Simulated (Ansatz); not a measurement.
**Ag3O: density, localisation and related maps**

```
O Ag
1.0
     5.28883    0.00000    0.00000
    -2.64441    4.58026    0.00000
     0.00000    0.00000    4.92384
O Ag
2 6
Direct
  0.33333 0.66667 0.50000
  0.66667 0.33333 0.50000
  0.31080 0.00000 0.22280
  0.00000 0.31080 0.22280
  0.68920 0.68920 0.22280
  0.00000 0.68920 0.77720
  0.68920 0.00000 0.77720
  0.31080 0.31080 0.77720
```

Space group P-31m.

Theory: DFT, PAW plane waves, PBEsol in Ansatz.

In a PAW calculation such maps are meaningful between the atoms, not at the nuclei.

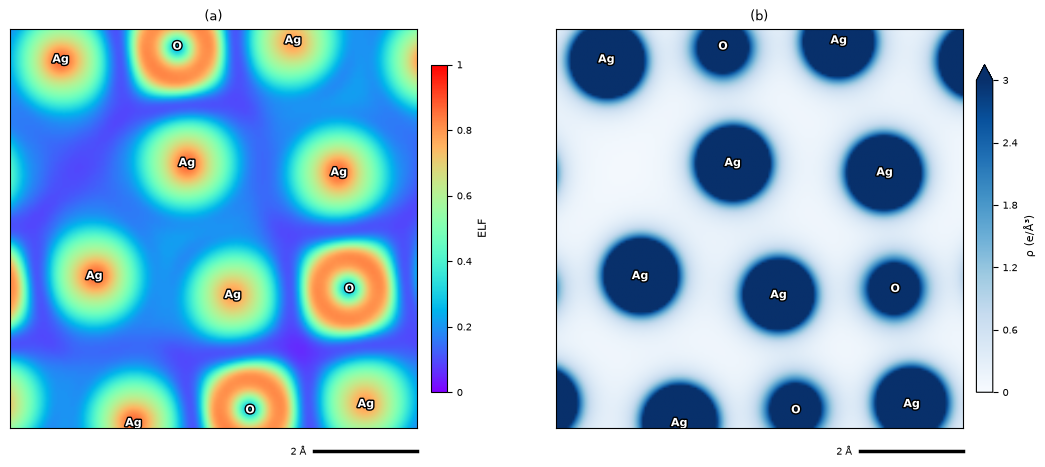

Figure 1. (a) ELF; (b) valence electron density on the (111) plane of the conventional cell.

### Describe what can be read from this map.

Atoms in the plane: O and Ag. Ag–O (2.28 Å): ρ is about 0.43 e/Å³ halfway; the ELF peaks at about 0.80 in the valence shell of O, 0.6 Å from its nucleus, and drops to about 0.10 between the two atoms (no shared electron pair shows on this line). Between the atoms the lowest density in this plane is 0.06 e/Å³. The features right at Ag lie inside the PAW spheres, where the map follows smoothed inner orbitals and isn't to be read closely.

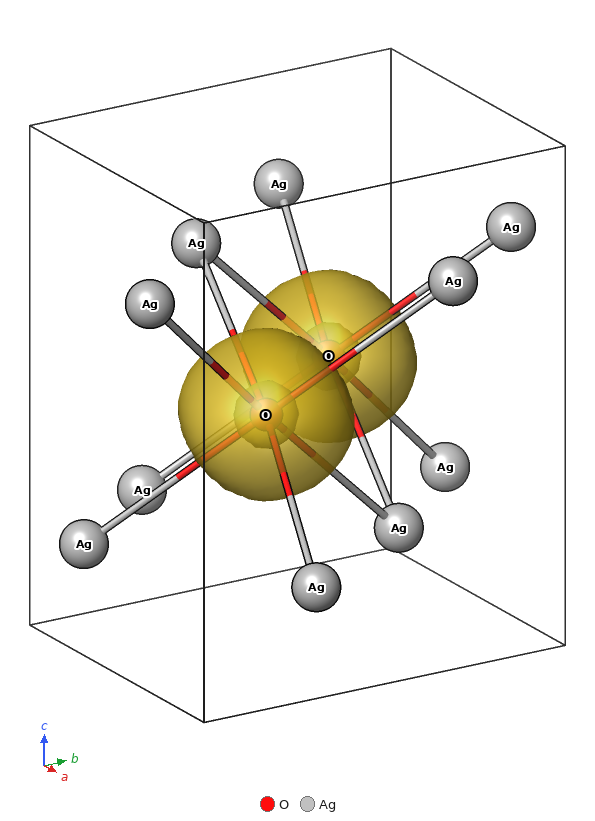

Figure 2. Isosurface of the electron localisation function at 0.65 (yellow), seen slightly off an axis. Core shells and regions of very low density are left out. Sticks mark near contacts.

### What do the ELF domains correspond to?

The ELF exceeds this value in two regions wrapped around O (the valence shell of each), counted in one cell of 8 atoms. Any copies at cell faces, edges or corners count once.

### How much charge does the calculation move between the atoms?

Electrons move from Ag towards O. Bader charges: O −0.96 and Ag +0.32 e.

### Does the calculation give a band gap?

It is metallic or semimetallic at this level of theory: no gap opens.
